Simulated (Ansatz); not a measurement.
GaP (slab)

```
CELL_PARAMETERS angstrom
3.86771 0.00000 0.00000
0.00000 3.86771 0.00000
0.00000 0.00000 31.00895
ATOMIC_POSITIONS crystal
P 0.99999 0.11453 0.53363
Ga 0.50000 0.00575 0.57528
P 0.49999 0.51137 0.62110
Ga 0.99999 0.52619 0.66584
P 0.00001 0.02601 0.71265
Ga 0.50000 0.74939 0.74831
```

Not relaxed (largest force 0.3 eV/Å).

Method: DFT PBE, scalar-relativistic, plane waves, PAW in Ansatz 0.2.0.

### Predict the valence pseudo-density and electron localisation function between the atoms.

Ga–P (2.38 Å): ρ is about 0.53 e/Å³ halfway; the ELF peaks at about 0.90 in the valence shell of P, 0.9 Å from its nucleus, and is about 0.75 at the midpoint.

### Does the calculation give a band gap?

It is gapless in this calculation (a metal or semimetal).

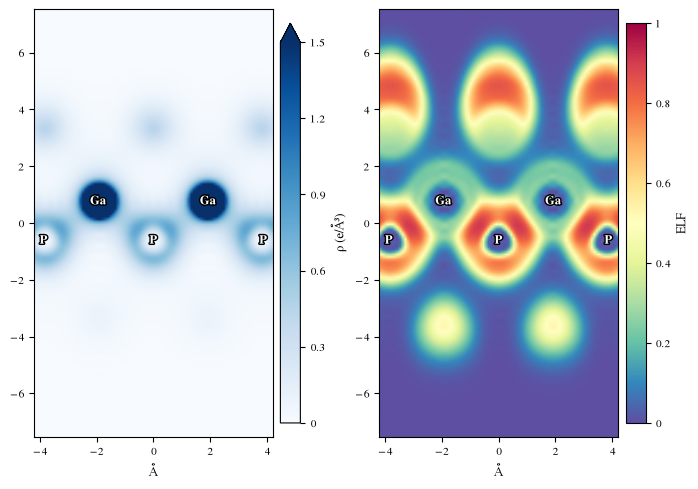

Computed valence pseudo-density and electron localisation function on the (010) plane of the calculation cell, a cut from vacuum to vacuum, in this order. Atoms just off the plane (Ga, 0.9 Å away) can leave unmarked features too.

In a PAW calculation such maps are meaningful between the atoms, not at the nuclei.
